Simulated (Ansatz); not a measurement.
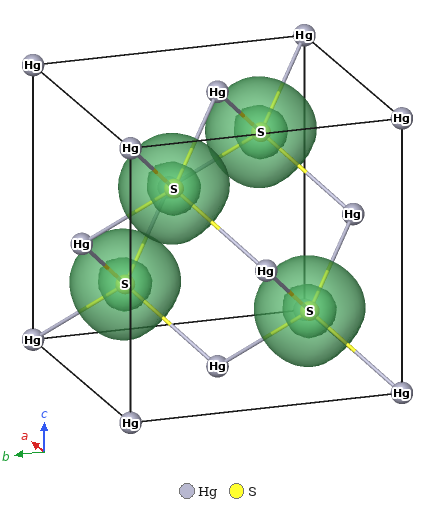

*HgS. Isosurface of the ELF at 0.7 (green), seen at an oblique angle. Core shells and regions of very low density are left out. Sticks mark near contacts.*

Space group F-43m.

The calculation used DFT, PBEsol, PAW with Ansatz's default frozen-core files, scalar-relativistic; relaxation of cell and atoms (Ansatz).

Core electrons are frozen (PAW), and the valence fields are smoothed inside the atomic spheres.

Identify the bonds, lone pairs and shells in this picture.

Answer. The surface consists of four regions wrapped around S (the valence shell of each), counted in one cell of 8 atoms. Regions shared between cells count once.

Values along the shortest contacts:
Hg–S (2.54 Å): the ELF peaks at about 0.90 in the valence shell of S, 0.8 Å from its nucleus, and drops to about 0.20 between the two atoms.
